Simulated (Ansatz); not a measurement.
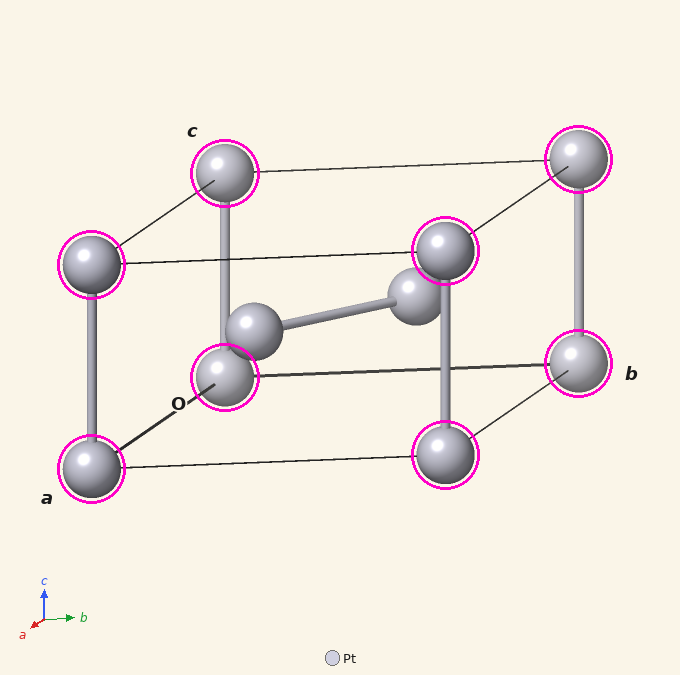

Crystal: Pt, the input geometry of an electronic-structure calculation (not necessarily at equilibrium); the starting structure was generated, so it need not be a known form of this composition. One unit cell; the ringed atoms, with their copies on corners, edges and faces, form one crystallographic orbit. Symmetry computed with spglib at a tolerance of 0.002 Å; standard conventional cell.

a = 4.631 Å, b = 4.631 Å, c = 2.754 Å, α = 90.00°, β = 90.00°, γ = 120.00°; space group No. 191, P6/mmm.

### Which Wyckoff position do the ringed atoms fill?

Pt on 1a, site symmetry 6/mmm: 24 operations a cell over 24 that keep the site give 1 atom, with 0 free parameters.

### List their coordinates.

(0, 0, 0).
